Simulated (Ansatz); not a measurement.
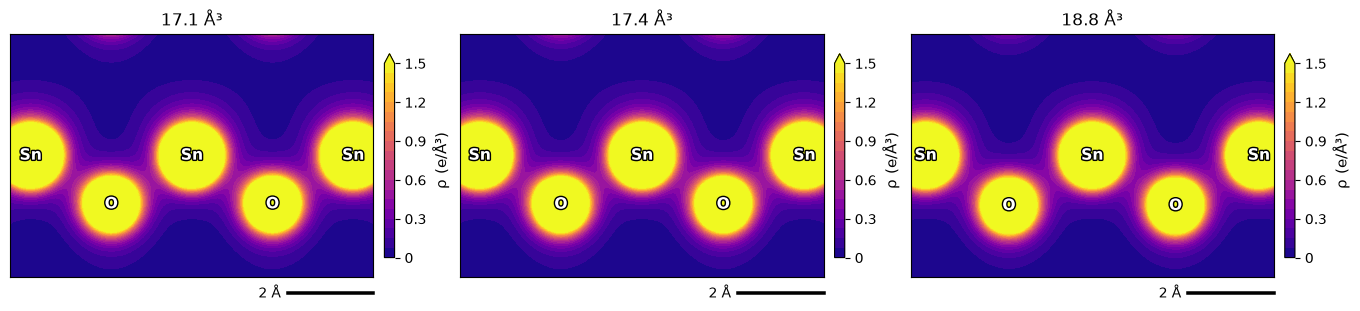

SnO. The valence pseudo-density of cells scaled evenly to different volumes (given per atom above each panel), on the (100) plane of each (indices in the axes of the cell below), at one length scale and on one colour scale.

A structure from a database of computed crystals, not necessarily the ambient phase.

All numbers below come from Kohn-Sham DFT of a periodic cell, PBEsol, spin-orbit coupling, Ansatz PAW (Ansatz 0.2.0).

Core electrons are frozen (PAW), and the valence fields are smoothed inside the atomic spheres.

The largest cell:

```cif
data_structure
_symmetry_space_group_name_H-M 'P 1'
_symmetry_Int_Tables_number 1
_cell_length_a 3.8885
_cell_length_b 3.8885
_cell_length_c 4.9828
_cell_angle_alpha 90.000
_cell_angle_beta 90.000
_cell_angle_gamma 90.000
_cell_volume 75.34
loop_
_atom_site_label
_atom_site_type_symbol
_atom_site_fract_x
_atom_site_fract_y
_atom_site_fract_z
_atom_site_occupancy
Sn1 Sn 0.50000 0.00000 0.76463 1
Sn2 Sn 0.00000 0.50000 0.23537 1
O1 O 0.00000 0.00000 0.00000 1
O2 O 0.50000 0.50000 0.00000 1
```

| volume (Å³/atom) | Sn–O contact in the plane (Å) | ρ at its midpoint (e/Å³) | pressure (GPa) | 
| --- | --- | --- | --- |
| 17.06 | 2.197 | 0.502 | 3.5 | 
| 17.41 | 2.212 | 0.488 | 1.4 | 
| 18.12 | 2.242 | ? | ? | 
| 18.84 | 2.271 | 0.436 | −5.3 | 

### Estimate the missing row, and compare with the calculation.

Over the known rows ln ρ falls by 1.91 per Å of Sn–O distance (a least-squares line), which gives 0.461 e/Å³ at 2.242 Å; the calculation gives 0.461 e/Å³. For the pressure, a straight line in volume between the neighbouring rows gives −1.9 GPa; the calculation gives −2.3, lower because pressure rises ever faster on compression.
